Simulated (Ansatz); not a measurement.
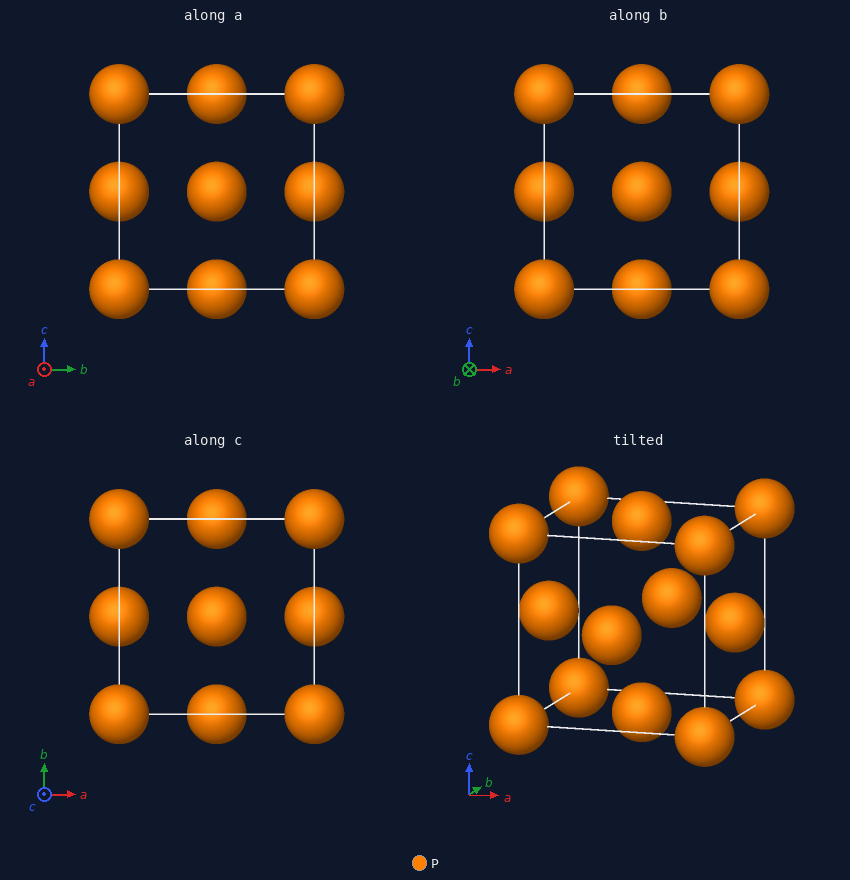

The figure gives a spheres-only picture of the atoms, viewed along the a axis, along the b axis, along the c axis and slightly off an axis. The outline marks the conventional unit cell.

Lattice parameters: a = 3.713 Å, b = 3.713 Å, c = 3.713 Å, α = 90.00°, β = 90.00°, γ = 90.00°. Put a along x and b in the xy plane.

Set out the cell and atoms as a POSCAR file.

Answer.
```
P
1.0
     3.713    0.000    0.000
     0.000    3.713    0.000
     0.000    0.000    3.713
P
4
Direct
  0.0000 0.0000 0.0000
  0.0000 0.5000 0.5000
  0.5000 0.0000 0.5000
  0.5000 0.5000 0.0000
```

Provenance: a structure type filled with this element by a generator (whether the element takes this form wasn't checked). Earlier steps of the study may have refined or changed the cell and positions. Ansatz was used for an electronic-structure calculation on it.

At this level of theory the cell isn't at rest (compressed, at 16 GPa), so its distances can differ from those at equilibrium, the more so the softer the solid.
